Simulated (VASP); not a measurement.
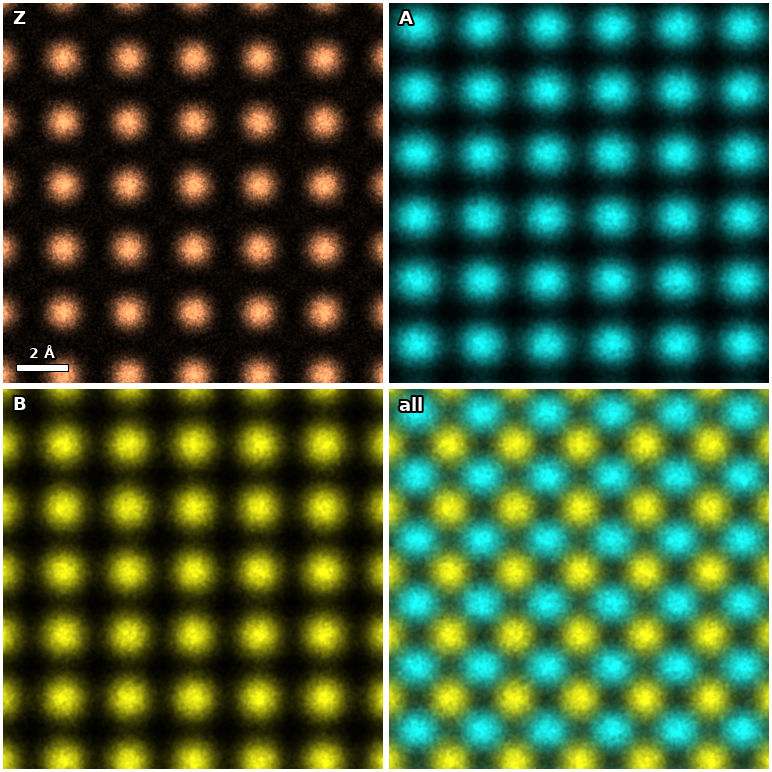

HfO2 (P4_2/nmc, No. 137) along [110]. Panel Z: Simulated incoherent Z contrast: every atom adds Z^1.7 spread by a probe of 1.00 Å full width; channelling and multiple scattering are left out. Shot noise was added. The other panels are simulated element maps (the number of atoms of one element along the beam, blurred by 1.3 Å, with counting noise; each on its own scale, no channelling); the last overlays them. Structure used: coordinates from a relaxation with VASP Kohn-Sham DFT of a periodic cell, r2SCAN, VASP PAW PBE potentials, recommended in VASP 6.6.1.

```yaml
crystal:
  lattice:
    - [3.55983, 0.00000, 0.00000]
    - [0.00000, 3.55983, 0.00000]
    - [0.00000, 0.00000, 5.16847]
  atoms:
    - { symbol: Hf, position: [0.00000, 0.00000, 0.00000] }
    - { symbol: Hf, position: [0.50000, 0.50000, 0.50000] }
    - { symbol: O, position: [0.00000, 0.50000, 0.19719] }
    - { symbol: O, position: [0.50000, 0.00000, 0.30281] }
    - { symbol: O, position: [0.50000, 0.00000, 0.80281] }
    - { symbol: O, position: [0.00000, 0.50000, 0.69719] }
```

> Which element does each lettered map show?

A: O, B: Hf. The projected cell (2.52 × 5.17 Å, 90°) holds 6 columns: 4 of O and 2 of Hf. No column is shared by two of the mapped elements.
